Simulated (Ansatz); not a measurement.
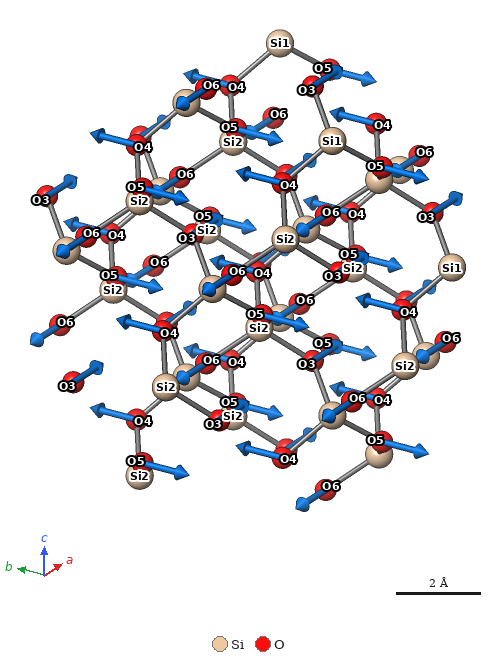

A relaxation of a crystal of SiO2 (set up in I-42d). The starting structure is drawn; blue arrows show the displacements (the part carried along by the change of the cell is left out), magnified 10 times.

Style: ball-and-stick. Shown: the atoms within 5.8 Å of the atom that moves most (axes of the conventional cell (2 times the calculation's cell)), from a free direction. Lengths and directions refer to the drawn axes.

Case: relaxed at 15 GPa.

All numbers below come from Ansatz, DFT LDA, scalar-relativistic, plane waves, PAW. (plane-wave cutoff 420 eV; k-point mesh 8 × 8 × 8; occupations gaussian; smearing width 0.02 eV; target pressure 15 GPa; no spin polarisation; cell and atoms relaxed; force threshold 0.008 eV/Å; at most 50 steps)

> Which element moves most?

Oxygen: up to 0.13 Å, against 0.00 Å for silicon.

> What did the optimiser do to the structure, and how much energy did it gain?

After 9 accepted moves (12 points after the start) the energy has risen by 7.4 meV per cell of the calculation. With the target pressure of 15 GPa, the enthalpy E + pV changes by −0.325 eV per cell of the calculation. Largest force component: 1.6 eV/Å at the start, 0.0014 eV/Å at the end. The pressure goes from 29.81 to 14.97 GPa. The SCF was repeated 3 times at an unchanged geometry on a basis and grid sized afresh for the cell, which shifted the energy by 3.4 meV per cell of the calculation at most. The largest moves relative to the cell, 0.13 Å, are those of O3, O4, O5 and O6. O4 goes along +b. Si stays in place. The volume changes by −5.7 %, with a = b 4.150 → 3.882 Å (−6.5 %), c 7.197 → 7.754 Å (+7.7 %). Among the contacts that change: Si1–O3 1.564 → 1.606 Å. Bond angles that change, for instance: Si1–O3–Si2 122.8° → 117.3°, O3–Si1–O6 109.8° → 105.7°, O3–Si1–O4 109.3° → 111.4°. The space group stays I-42d (No. 122).
